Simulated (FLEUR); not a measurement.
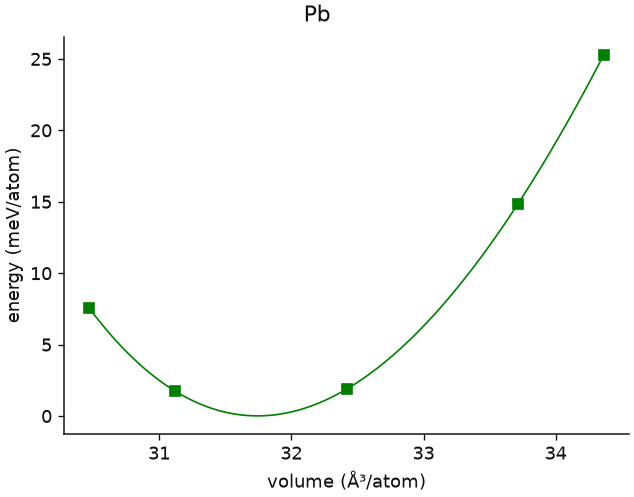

The picture above shows the energy against volume for Pb, space group C2/m (No. 12).

The given structure:
```
Pb
1.0
     3.03861   -1.75032    0.00000
     3.03861    1.75032    0.00000
    -2.11546    0.00000    6.09522
Pb
2
Direct
  0.90851 0.90851 0.72629
  0.09149 0.09149 0.27371
```

How it was computed, with FLEUR MaX-R8.1 (later development tree): all-electron LAPW DFT, no spin polarisation; energies at scaled volumes of the given cell, shape and fractions fixed, counted from the fit's minimum, third-order Birch-Murnaghan fit. Level: SCAN.

| setting | value |
| --- | --- |
| k mesh | 9×9×5 |
| occupations | Fermi–Dirac |
| smearing width | 0.05 eV |
| potentials | all electron |
| program settings | basis FLAPW, kmax 4.1 1/bohr |

How stiff is the solid, and where is its volume at rest?

Answer. A third-order Birch–Murnaghan fit gives V0 = 31.74 Å³/atom, B0 = 43.7 GPa and B′ = 4.8.

Note: spin-orbit coupling left out, heavy elements; shape and atomic fractions are frozen while scaling, which makes layered, chain and framework solids too stiff.
